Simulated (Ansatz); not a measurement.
**Geometry relaxation, with input and output: CoO (part 2 of 2)**

The same run, continued: CoO (R3m, 4 atoms in the cell); DFT PBEsol, scalar-relativistic, plane waves, PAW (Ansatz 0.2.0); cutoff 420 eV, 18×18×18 k-mesh, Gaussian smearing of 0.1 eV, collinear spins. The structure derives from a Materials Project entry. The run did not end well.

Geometry of the input (Å; fractional positions):
```
1.5635  0.9027  4.9359
-1.5635  0.9027  4.9359
0.0000  -1.8054  4.9359
Co 1.0040  1.0040  1.0040
Co 0.4970  0.4970  0.4970
O  0.3719  0.3719  0.3719
O  0.8770  0.8770  0.8770
```

What the program printed, continued:
```
SCF iter   1: F=—  HF=-11305.289917 eV  |F-HF|=—  |Δ(HF+E_count)|=         —  Δρ=1.24e-3 (↑8.60e-4 ↓1.24e-3)  dr2=2.53e-4  dr2_m=3.58e-4  M=0.392 μB ∫|m|=4.227 μB  β_m=0.65  ethr=5.01e-7  ⟨swp⟩=2.0  Hψ=150360  notcnv=0
preconditioner: auto → none  [metal: Δε(μ)=0.001 eV  Ē_g=10.710 eV  σ=0.100 eV  W_gap=0.00  n_scr=2 (ndim 8)  ℏωp=31.4 eV  f_vac=0.020  D(μ)=2.98/eV (n_scr^D=28)]
SCF iter   2: F=—  HF=-11305.289929 eV  |F-HF|=—  |Δ(HF+E_count)|=   1.21e-5  Δρ=7.15e-4 (↑7.15e-4 ↓2.81e-4)  dr2=2.74e-4  dr2_m=3.95e-5  M=0.392 μB ∫|m|=4.227 μB  β_m=0.46  ethr=5.01e-7  ⟨swp⟩=2.0  Hψ=61057  notcnv=0
SCF iter   3: F=—  HF=-11305.289973 eV  |F-HF|=—  |Δ(HF+E_count)|=   4.40e-5  Δρ=7.03e-4 (↑4.01e-4 ↓7.03e-4)  dr2=2.79e-5  dr2_m=1.12e-4  M=0.389 μB ∫|m|=4.231 μB  β_m=0.56  ethr=5.01e-7  ⟨swp⟩=2.0  Hψ=61013  notcnv=0
SCF iter   4: F=—  HF=-11305.290015 eV  |F-HF|=—  |Δ(HF+E_count)|=   4.18e-5  Δρ=3.79e-4 (↑3.79e-4 ↓9.66e-5)  dr2=6.54e-5  dr2_m=1.21e-5  M=0.388 μB ∫|m|=4.234 μB  β_m=0.48  ethr=6.06e-8  ⟨swp⟩=2.0  Hψ=61663  notcnv=0
SCF iter   5: F=—  HF=-11305.290008 eV  |F-HF|=—  |Δ(HF+E_count)|=   6.67e-6  Δρ=1.43e-4 (↑1.43e-4 ↓1.21e-4)  dr2=3.91e-6  dr2_m=5.19e-6  M=0.385 μB ∫|m|=4.237 μB  β_m=0.57  ethr=6.06e-8  ⟨swp⟩=2.1  Hψ=59858  notcnv=0
SCF iter   6: F=—  HF=-11305.290011 eV  |F-HF|=—  |Δ(HF+E_count)|=   2.58e-6  Δρ=8.71e-5 (↑6.25e-5 ↓8.71e-5)  dr2=2.35e-6  dr2_m=1.19e-6  M=0.384 μB ∫|m|=4.239 μB  β_m=0.53  ethr=8.50e-9  ⟨swp⟩=2.0  Hψ=61346  notcnv=0
SCF iter   7: F=—  HF=-11305.290010 eV  |F-HF|=—  |Δ(HF+E_count)|=   3.05e-7  Δρ=2.60e-5 (↑1.40e-5 ↓2.60e-5)  dr2=1.83e-7  dr2_m=9.40e-8  M=0.383 μB ∫|m|=4.240 μB  β_m=0.68  ethr=5.11e-9  ⟨swp⟩=2.0  Hψ=48845  notcnv=0
SCF iter   8: F=—  HF=-11305.290011 eV  |F-HF|=—  |Δ(HF+E_count)|=   4.16e-7  Δρ=1.35e-5 (↑8.67e-6 ↓1.35e-5)  dr2=1.42e-7  dr2_m=9.58e-9  M=0.383 μB ∫|m|=4.240 μB  β_m=0.59  ethr=3.97e-10  ⟨swp⟩=2.0  Hψ=55661  notcnv=0
SCF iter   9: F=—  HF=-11305.290011 eV  |F-HF|=—  |Δ(HF+E_count)|=   8.48e-8  Δρ=5.21e-6 (↑5.21e-6 ↓3.20e-6)  dr2=5.21e-9  dr2_m=5.59e-9  M=0.383 μB ∫|m|=4.239 μB  β_m=0.72  ethr=3.08e-10  ⟨swp⟩=2.0  Hψ=51044  notcnv=0
SCF iter  10: F=-11305.290011 eV  HF=-11305.290011 eV  |F-HF|=1.57e-8  |Δ(HF+E_count)|=   2.63e-8  Δρ=6.08e-6 (↑1.17e-6 ↓6.08e-6)  dr2=1.78e-8  dr2_m=2.87e-9  M=0.383 μB ∫|m|=4.239 μB  ethr=1.13e-11  ⟨swp⟩=5.0  Hψ=194775  notcnv=0
SCF 4 converged in 10 iterations: F = -11305.290011 eV  dr2 = 1.78e-8
relax step   4: F+E_penalty+E_count = -11305.29001087 eV  Δ(F+E_penalty+E_count) = +6.115e-4 eV  max|allowed force component| = 1.243e-2 eV/Å  Δτ_max = 0.0019 Å  P = -0.277 GPa  Ω = 41.981 Å³  energy of the carried Pulay correction = -8.451e-4 eV  (10 SCF iters, dr2 threshold 4.77e-8 eV, rejected (line search))
Crystal: 4 atoms, lattice volume = 41.901 Å³
iter 1 solved again at ethr=1.02e-7 eV; its pass at ethr=3.10e-3 eV (dr2=4.68e-5 eV) is discarded
SCF iter   1: F=—  HF=-11305.290403 eV  |F-HF|=—  |Δ(HF+E_count)|=         —  Δρ=6.17e-4 (↑4.66e-4 ↓6.17e-4)  dr2=5.58e-5  dr2_m=9.56e-5  M=0.388 μB ∫|m|=4.229 μB  β_m=0.65  ethr=1.02e-7  ⟨swp⟩=2.0  Hψ=150555  notcnv=0
preconditioner: auto → none  [metal: Δε(μ)=0.001 eV  Ē_g=10.718 eV  σ=0.100 eV  W_gap=0.01  n_scr=2 (ndim 8)  ℏωp=31.4 eV  f_vac=0.019  D(μ)=2.95/eV (n_scr^D=28)]
SCF iter   2: F=—  HF=-11305.290418 eV  |F-HF|=—  |Δ(HF+E_count)|=   1.45e-5  Δρ=3.76e-4 (↑3.76e-4 ↓1.52e-4)  dr2=6.60e-5  dr2_m=1.16e-5  M=0.388 μB ∫|m|=4.229 μB  β_m=0.47  ethr=1.02e-7  ⟨swp⟩=2.0  Hψ=61070  notcnv=0
SCF iter   3: F=—  HF=-11305.290437 eV  |F-HF|=—  |Δ(HF+E_count)|=   1.90e-5  Δρ=3.70e-4 (↑2.12e-4 ↓3.70e-4)  dr2=7.79e-6  dr2_m=3.10e-5  M=0.390 μB ∫|m|=4.227 μB  β_m=0.29  ethr=1.02e-7  ⟨swp⟩=2.0  Hψ=61064  notcnv=0
SCF iter   4: F=—  HF=-11305.290442 eV  |F-HF|=—  |Δ(HF+E_count)|=   4.98e-6  Δρ=1.84e-4 (↑1.84e-4 ↓9.83e-5)  dr2=2.99e-6  dr2_m=7.51e-6  M=0.390 μB ∫|m|=4.226 μB  β_m=0.46  ethr=1.69e-8  ⟨swp⟩=2.0  Hψ=60936  notcnv=0
SCF iter   5: F=—  HF=-11305.290449 eV  |F-HF|=—  |Δ(HF+E_count)|=   7.07e-6  Δρ=7.54e-5 (↑7.54e-5 ↓6.88e-5)  dr2=1.39e-6  dr2_m=1.37e-6  M=0.392 μB ∫|m|=4.223 μB  β_m=0.53  ethr=6.50e-9  ⟨swp⟩=2.0  Hψ=61153  notcnv=0
SCF iter   6: F=—  HF=-11305.290449 eV  |F-HF|=—  |Δ(HF+E_count)|=   5.59e-7  Δρ=3.30e-5 (↑3.22e-5 ↓3.30e-5)  dr2=4.62e-7  dr2_m=2.09e-7  M=0.392 μB ∫|m|=4.222 μB  β_m=0.51  ethr=3.02e-9  ⟨swp⟩=2.0  Hψ=58651  notcnv=0
SCF iter   7: F=—  HF=-11305.290450 eV  |F-HF|=—  |Δ(HF+E_count)|=   2.41e-7  Δρ=1.31e-5 (↑8.95e-6 ↓1.31e-5)  dr2=6.76e-8  dr2_m=2.68e-8  M=0.393 μB ∫|m|=4.222 μB  β_m=0.73  ethr=1.00e-9  ⟨swp⟩=2.0  Hψ=50454  notcnv=0
SCF iter   8: F=—  HF=-11305.290450 eV  |F-HF|=—  |Δ(HF+E_count)|=   2.58e-7  Δρ=7.90e-6 (↑4.28e-6 ↓7.90e-6)  dr2=4.43e-8  dr2_m=3.13e-9  M=0.393 μB ∫|m|=4.222 μB  β_m=0.63  ethr=1.47e-10  ⟨swp⟩=2.0  Hψ=54980  notcnv=0
SCF iter   9: F=—  HF=-11305.290450 eV  |F-HF|=—  |Δ(HF+E_count)|=   2.39e-8  Δρ=3.00e-6 (↑3.00e-6 ↓1.78e-6)  dr2=1.13e-9  dr2_m=1.93e-9  M=0.393 μB ∫|m|=4.222 μB  β_m=0.73  ethr=9.62e-11  ⟨swp⟩=2.0  Hψ=51072  notcnv=0
SCF iter  10: F=—  HF=-11305.290450 eV  |F-HF|=—  |Δ(HF+E_count)|=  9.91e-10  Δρ=1.08e-6 (↑1.06e-6 ↓1.08e-6)  dr2=3.14e-10  dr2_m=3.46e-10  M=0.393 μB ∫|m|=4.222 μB  β_m=0.86  ethr=2.46e-12  ⟨swp⟩=2.1  Hψ=59251  notcnv=0
SCF iter  11: F=—  HF=-11305.290450 eV  |F-HF|=—  |Δ(HF+E_count)|=  4.97e-10  Δρ=7.57e-7 (↑6.42e-7 ↓7.57e-7)  dr2=5.61e-10  dr2_m=3.92e-11  M=0.393 μB ∫|m|=4.222 μB  β_m=0.69  ethr=1.00e-12  ⟨swp⟩=2.0  Hψ=52298  notcnv=0
SCF iter  12: F=—  HF=-11305.290450 eV  |F-HF|=—  |Δ(HF+E_count)|=  3.46e-11  Δρ=5.78e-7 (↑1.58e-7 ↓5.78e-7)  dr2=5.81e-11  dr2_m=4.24e-11  M=0.393 μB ∫|m|=4.222 μB  β_m=0.56  ethr=1.00e-12  ⟨swp⟩=2.0  Hψ=52293  notcnv=0
SCF iter  13: F=—  HF=-11305.290450 eV  |F-HF|=—  |Δ(HF+E_count)|=  4.37e-11  Δρ=2.03e-7 (↑2.03e-7 ↓1.09e-7)  dr2=2.48e-11  dr2_m=2.60e-12  M=0.393 μB ∫|m|=4.222 μB  β_m=0.53  ethr=1.00e-12  ⟨swp⟩=2.0  Hψ=39077  notcnv=0
SCF iter  14: F=—  HF=-11305.290450 eV  |F-HF|=—  |Δ(HF+E_count)|=  3.64e-11  Δρ=6.26e-8 (↑6.26e-8 ↓3.59e-8)  dr2=1.85e-12  dr2_m=3.80e-13  M=0.393 μB ∫|m|=4.222 μB  β_m=0.62  ethr=1.00e-12  ⟨swp⟩=1.0  Hψ=34800  notcnv=0
SCF iter  15: F=—  HF=-11305.290450 eV  |F-HF|=—  |Δ(HF+E_count)|=  9.09e-12  Δρ=2.17e-7 (↑2.17e-7 ↓1.38e-7)  dr2=4.96e-11  dr2_m=1.46e-12  M=0.393 μB ∫|m|=4.222 μB  β_m=0.66  ethr=1.00e-12  ⟨swp⟩=1.0  Hψ=34800  notcnv=0
SCF iter  16: F=-11305.290450 eV  HF=-11305.290450 eV  |F-HF|=7.28e-12  |Δ(HF+E_count)|=  1.82e-12  Δρ=6.38e-8 (↑6.38e-8 ↓4.92e-8)  dr2=4.67e-12  dr2_m=2.02e-13  M=0.393 μB ∫|m|=4.222 μB  ethr=1.00e-12  ⟨swp⟩=3.7  Hψ=121371  notcnv=0
SCF 5 converged in 16 iterations: F = -11305.290450 eV  dr2 = 4.67e-12
relax step   5: F+E_penalty+E_count = -11305.29044986 eV  Δ(F+E_penalty+E_count) = +1.725e-4 eV  max|allowed force component| = 6.223e-3 eV/Å  Δτ_max = 0.0014 Å  P = -0.002 GPa  Ω = 41.901 Å³  energy of the carried Pulay correction = -4.726e-4 eV  (16 SCF iters, accepted)
Crystal: 4 atoms, lattice volume = 41.907 Å³
iter 1 solved again at ethr=1.10e-6 eV; its pass at ethr=3.10e-3 eV (dr2=5.04e-4 eV) is discarded
SCF iter   1: F=—  HF=-11305.290470 eV  |F-HF|=—  |Δ(HF+E_count)|=         —  Δρ=1.20e-3 (↑8.65e-4 ↓1.20e-3)  dr2=5.06e-4  dr2_m=2.88e-4  M=0.383 μB ∫|m|=4.233 μB  β_m=0.65  ethr=1.10e-6  ⟨swp⟩=1.0  Hψ=121382  notcnv=0
preconditioner: auto → none  [metal: Δε(μ)=0.001 eV  Ē_g=10.719 eV  σ=0.100 eV  W_gap=0.01  n_scr=2 (ndim 8)  ℏωp=31.4 eV  f_vac=0.019  D(μ)=2.98/eV (n_scr^D=28)]
SCF iter   2: F=—  HF=-11305.290417 eV  |F-HF|=—  |Δ(HF+E_count)|=   5.29e-5  Δρ=6.74e-4 (↑6.74e-4 ↓4.99e-4)  dr2=5.18e-4  dr2_m=2.12e-5  M=0.385 μB ∫|m|=4.232 μB  β_m=0.39  ethr=1.10e-6  ⟨swp⟩=2.0  Hψ=50296  notcnv=0
SCF iter   3: F=—  HF=-11305.290386 eV  |F-HF|=—  |Δ(HF+E_count)|=   3.16e-5  Δρ=5.48e-4 (↑4.15e-4 ↓5.48e-4)  dr2=1.68e-5  dr2_m=7.64e-5  M=0.381 μB ∫|m|=4.234 μB  β_m=0.51  ethr=1.10e-6  ⟨swp⟩=2.0  Hψ=49435  notcnv=0
SCF iter   4: F=—  HF=-11305.290394 eV  |F-HF|=—  |Δ(HF+E_count)|=   8.37e-6  Δρ=2.26e-4 (↑2.26e-4 ↓8.94e-5)  dr2=2.90e-5  dr2_m=4.76e-6  M=0.381 μB ∫|m|=4.235 μB  β_m=0.47  ethr=3.65e-8  ⟨swp⟩=2.0  Hψ=58673  notcnv=0
SCF iter   5: F=—  HF=-11305.290395 eV  |F-HF|=—  |Δ(HF+E_count)|=   1.12e-6  Δρ=9.66e-5 (↑9.66e-5 ↓8.45e-5)  dr2=1.43e-6  dr2_m=2.51e-6  M=0.379 μB ∫|m|=4.237 μB  β_m=0.58  ethr=3.65e-8  ⟨swp⟩=2.4  Hψ=56904  notcnv=0
SCF iter   6: F=—  HF=-11305.290397 eV  |F-HF|=—  |Δ(HF+E_count)|=   1.94e-6  Δρ=7.24e-5 (↑4.75e-5 ↓7.24e-5)  dr2=9.87e-7  dr2_m=9.86e-7  M=0.379 μB ∫|m|=4.237 μB  β_m=0.58  ethr=3.11e-9  ⟨swp⟩=2.0  Hψ=61108  notcnv=0
SCF iter   7: F=—  HF=-11305.290397 eV  |F-HF|=—  |Δ(HF+E_count)|=   4.39e-9  Δρ=2.69e-5 (↑2.47e-5 ↓2.69e-5)  dr2=8.99e-8  dr2_m=2.26e-7  M=0.378 μB ∫|m|=4.238 μB  β_m=0.70  ethr=2.15e-9  ⟨swp⟩=2.1  Hψ=50023  notcnv=0
SCF iter   8: F=—  HF=-11305.290397 eV  |F-HF|=—  |Δ(HF+E_count)|=   3.27e-8  Δρ=8.11e-6 (↑8.11e-6 ↓7.34e-6)  dr2=6.03e-8  dr2_m=2.11e-9  M=0.378 μB ∫|m|=4.238 μB  β_m=0.57  ethr=1.95e-10  ⟨swp⟩=2.0  Hψ=56422  notcnv=0
SCF iter   9: F=—  HF=-11305.290397 eV  |F-HF|=—  |Δ(HF+E_count)|=   4.09e-9  Δρ=4.04e-6 (↑4.04e-6 ↓3.43e-6)  dr2=4.23e-9  dr2_m=3.96e-9  M=0.378 μB ∫|m|=4.238 μB  β_m=0.62  ethr=1.31e-10  ⟨swp⟩=2.1  Hψ=52273  notcnv=0
SCF iter  10: F=—  HF=-11305.290397 eV  |F-HF|=—  |Δ(HF+E_count)|=   1.01e-8  Δρ=1.39e-6 (↑6.26e-7 ↓1.39e-6)  dr2=6.33e-10  dr2_m=2.32e-10  M=0.378 μB ∫|m|=4.238 μB  β_m=0.65  ethr=9.20e-12  ⟨swp⟩=2.0  Hψ=59266  notcnv=0
SCF iter  11: F=—  HF=-11305.290397 eV  |F-HF|=—  |Δ(HF+E_count)|=  6.75e-10  Δρ=6.38e-7 (↑4.04e-7 ↓6.38e-7)  dr2=1.50e-10  dr2_m=5.26e-11  M=0.378 μB ∫|m|=4.238 μB  β_m=0.69  ethr=1.38e-12  ⟨swp⟩=2.0  Hψ=60889  notcnv=0
SCF iter  12: F=-11305.290397 eV  HF=-11305.290397 eV  |F-HF|=2.16e-9  |Δ(HF+E_count)|=  3.67e-10  Δρ=1.55e-6 (↑1.04e-6 ↓1.55e-6)  dr2=2.39e-9  dr2_m=1.30e-10  M=0.378 μB ∫|m|=4.238 μB  ethr=1.00e-12  ⟨swp⟩=4.2  Hψ=166001  notcnv=0
SCF 6 converged in 12 iterations: F = -11305.290397 eV  dr2 = 2.39e-9
relax step   6: F+E_penalty+E_count = -11305.29039734 eV  Δ(F+E_penalty+E_count) = +5.253e-5 eV  max|allowed force component| = 1.745e-2 eV/Å  Δτ_max = 0.0031 Å  P = +0.071 GPa  Ω = 41.907 Å³  energy of the carried Pulay correction = -5.008e-4 eV  (12 SCF iters, dr2 threshold 2.42e-9 eV, rejected (line search))
```

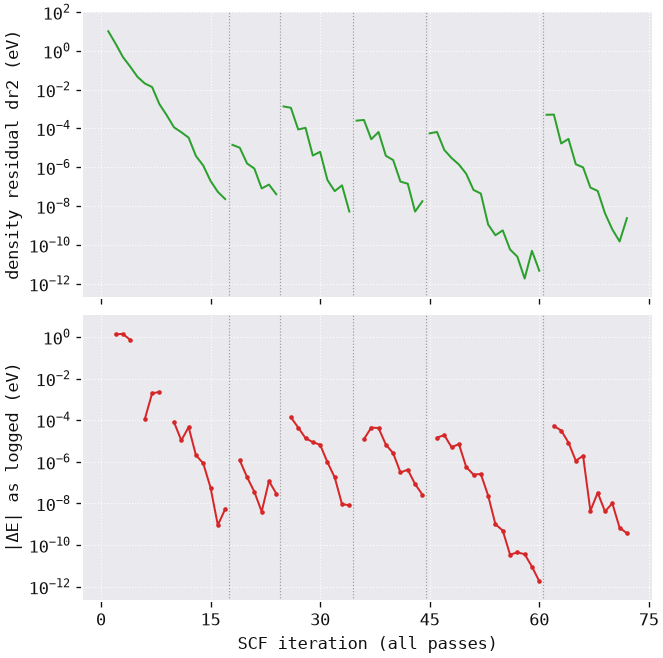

*Convergence of the self-consistent field: density residual dr2 and size of the energy change against the SCF iteration. The dotted lines part the SCF passes of the relaxation: geometry steps, rejected trials and re-solves on a re-selected basis.*

The 6 passes take 7 to 17 iterations each, 72 in all.

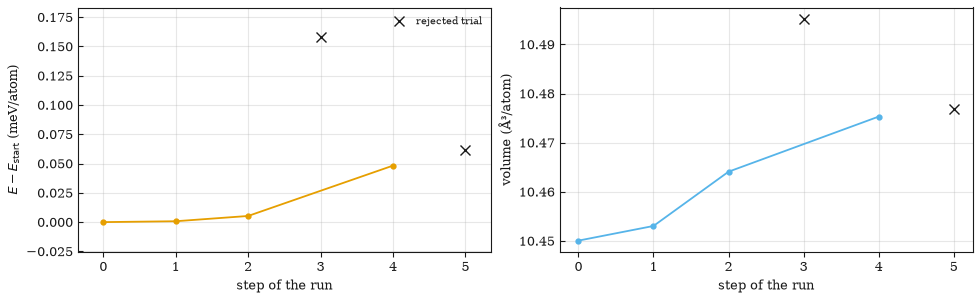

*Progress of the relaxation, step by step (the first geometry is step 0 here and step 1 in the log).*

The run was cut off at its time limit before the relaxation converged, so the last structure is only a point on the way. The energy rises by 0.1 meV per atom in 5 geometry steps. Largest force component: 0.044 eV/Å at the start, 0.017 eV/Å at the end. Pressure: 0.10 GPa at the start and 0.07 GPa at the end. The line search rejected the trial steps at points 3, 5 (counted from 0) and went back. Co1 moves most relative to the cell: 0.011 Å. By element the largest moves are Co 0.011 Å, O 0.009 Å. Cell: a = b 3.127 → 3.129 Å (+0.1 %), c 14.808 → 14.827 Å (+0.1 %). Volume +0.3 %. Among the contacts that change: Co1–O3 1.876 → 1.883 Å. The space group stays R3m (No. 160). (Atoms are counted from 1 in the order of the input.)

```
Crystal: 4 atoms, lattice volume = 41.909 Å³
```

Trajectory as extended XYZ (Å, eV, eV/Å), 6 frames, from step=1 to step=6:
```
4
Lattice="1.5635 0.9027 4.9359 -1.5635 0.9027 4.9359 0.0000 -1.8054 4.9359" Properties=species:S:1:pos:R:3:forces:R:3 step=1 energy=-11305.29064 pressure_GPa=0.10
Co    0.0000    0.0000   14.8677    0.0000   0.0000  -0.0444
Co    0.0000    0.0000    7.3600    0.0000   0.0000  -0.0082
O     0.0000    0.0000    5.5067    0.0000   0.0000   0.0322
O     0.0000    0.0000   12.9870    0.0000   0.0000   0.0204
4
Lattice="1.5636 0.9027 4.9370 -1.5636 0.9027 4.9370 0.0000 -1.8055 4.9370" Properties=species:S:1:pos:R:3:forces:R:3 step=2 energy=-11305.29064 pressure_GPa=0.07
Co    0.0000    0.0000   14.8702    0.0000   0.0000  -0.0390
Co    0.0000    0.0000    7.3617    0.0000   0.0000  -0.0050
O     0.0000    0.0000    5.5085    0.0000   0.0000   0.0286
O     0.0000    0.0000   12.9900    0.0000   0.0000   0.0153
4
Lattice="1.5636 0.9028 4.9419 -1.5636 0.9028 4.9419 0.0000 -1.8055 4.9419" Properties=species:S:1:pos:R:3:forces:R:3 step=3 energy=-11305.29062 pressure_GPa=0.14
Co    0.0000    0.0000   14.8781    0.0000   0.0000   0.0041
Co    0.0000    0.0000    7.3710    0.0000   0.0000   0.0148
O     0.0000    0.0000    5.5196    0.0000   0.0000  -0.0089
O     0.0000    0.0000   13.0021    0.0000   0.0000  -0.0100
4
Lattice="1.5652 0.9037 4.9466 -1.5652 0.9037 4.9466 0.0000 -1.8074 4.9466" Properties=species:S:1:pos:R:3:forces:R:3 step=4 energy=-11305.29001 pressure_GPa=-0.28 accepted=F
Co    0.0000    0.0000   14.8906    0.0000   0.0000  -0.0052
Co    0.0000    0.0000    7.3799    0.0000   0.0000  -0.0003
O     0.0000    0.0000    5.5258    0.0000   0.0000   0.0124
O     0.0000    0.0000   13.0134    0.0000   0.0000  -0.0069
4
Lattice="1.5644 0.9032 4.9423 -1.5644 0.9032 4.9423 0.0000 -1.8064 4.9423" Properties=species:S:1:pos:R:3:forces:R:3 step=5 energy=-11305.29045 pressure_GPa=-0.00
Co    0.0000    0.0000   14.8786    0.0000   0.0000   0.0007
Co    0.0000    0.0000    7.3730    0.0000   0.0000   0.0048
O     0.0000    0.0000    5.5204    0.0000   0.0000   0.0008
O     0.0000    0.0000   13.0023    0.0000   0.0000  -0.0062
4
Lattice="1.5646 0.9033 4.9422 -1.5646 0.9033 4.9422 0.0000 -1.8066 4.9422" Properties=species:S:1:pos:R:3:forces:R:3 step=6 energy=-11305.29040 pressure_GPa=0.07 accepted=F
Co    0.0000    0.0000   14.8757    0.0000   0.0000  -0.0034
Co    0.0000    0.0000    7.3759    0.0000   0.0000  -0.0159
O     0.0000    0.0000    5.5224    0.0000   0.0000   0.0019
O     0.0000    0.0000   12.9991    0.0000   0.0000   0.0174
```

Outcome:

| quantity | value |
| --- | --- |
| outcome | stopped at the time limit |
| space group (tolerance 0.01 Å) | R3m (160) |
| final cell | a = 5.262 Å, b = 5.262 Å, c = 5.262 Å, α = 34.59°, β = 34.59°, γ = 34.59° |
| wall time | 27 min |
| peak memory | 1.5 GiB |

Diagnosis:

The run was cut off by its time limit, so the output is incomplete.
